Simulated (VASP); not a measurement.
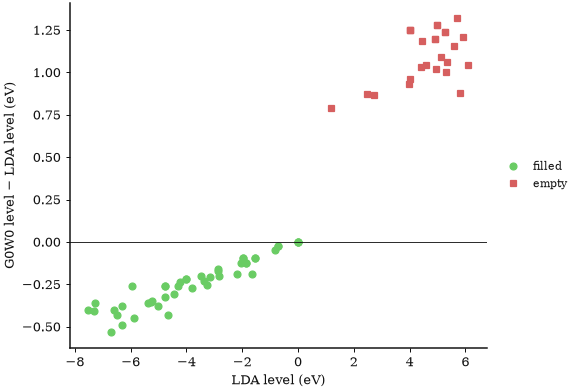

Change of each level from LDA to G0W0 against its LDA energy, both sets counted from their own valence top. Levels over 8 eV under the top or 5 eV above the conduction bottom aren't drawn.

System: antifluorite-type Be2C, space group Fm-3m (No. 225), 3 atoms in the primitive cell; cubic a = 4.330 Å. Starting point: LDA, VASP PAW LDA potentials, release 64 (C_GW, Be_GW), no spin polarisation, no spin-orbit coupling, 6×6×6 k mesh, 500 eV cutoff, Gaussian smearing of 0.01 eV (VASP 6.6.1). Many-body step: G0W0 with GW iterations 1, cutoff of the response function 200 eV, frequency points 50 and empty bands 130.

By how much does the gap open?

Answer. Over the k points that were corrected, the smallest gap goes from 1.18 eV in LDA (Γ to X) to 1.96 eV in G0W0 (Γ to X), a change of +0.78 eV (+67 %).

What are the quasiparticle weights at the band edges?

Answer. The quasiparticle weight (renormalisation factor) lies between 0.76 and 0.82 for the top filled and first empty levels.

Is the correction a rigid shift of the empty levels?

Answer. Counted from the valence top, the lowest empty level moves by +1.25 eV at Γ, +0.78 eV at X and +1.19 eV at L; over the 16 points that were corrected the shifts run from +0.78 to +1.32 eV: a spread of 0.54 eV on a mean of 1.07 eV, so one scissor shift doesn't describe this level. The top filled level also moves against the valence top, by −0.36 eV at (−0.33, 0.50, 0.17).

| k point | LDA direct gap (eV) | G0W0 direct gap (eV) |
| --- | --- | --- |
| Γ | 4.01 | 5.26 |
| X | 5.93 | 6.97 |
| L | 6.76 | 8.08 |

Bands, screening cutoff and mesh are small and nothing is extrapolated, so the quasiparticle values aren't converged.
